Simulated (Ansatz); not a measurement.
The coordinates of a crystal:

```xyz
4
Lattice="4.9918 0.0000 0.0000 0.0000 5.3017 0.0000 0.0000 0.0000 2.8739" Properties=species:S:1:pos:R:3 pbc="T T T"
Ge    0.0000    3.9763    2.6898
Ge    0.0000    1.3254    0.1841
Ge    2.4959    1.3254    1.2529
Ge    2.4959    3.9763    1.6210
```

Q: Before looking at a picture, describe the arrangement of atoms.

A: The element is germanium. The structure has Imma (No. 74) symmetry and a body-centred orthorhombic lattice. The cell holds four atoms. Within bonding distance, the neighbour counts come to Ge 6.

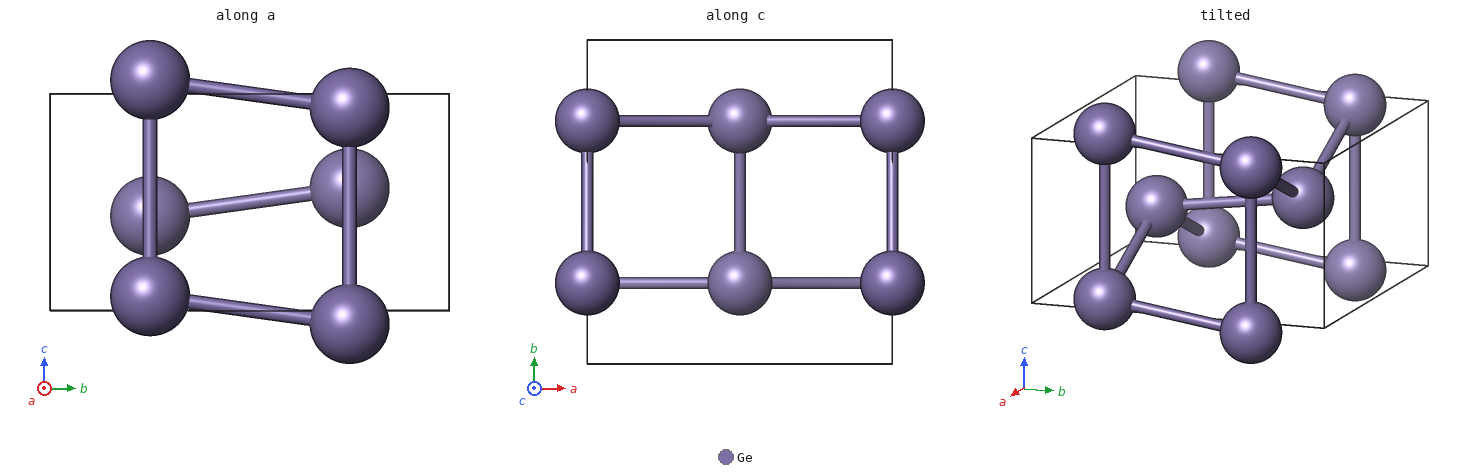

Ball-and-stick drawing of the structure, looking along the a axis, along the c axis and slightly off an axis. The parallelepiped is the conventional unit cell.

The structure was taken from a structure listed in the Materials Project. Earlier steps of the study may have refined or changed the cell and positions. A calculation with Ansatz used it as input.

At this level of theory the cell isn't at rest (stretched, at -47 GPa and forces up to 2.3 eV/Å), so its distances can differ from those at equilibrium, the more so the softer the solid.
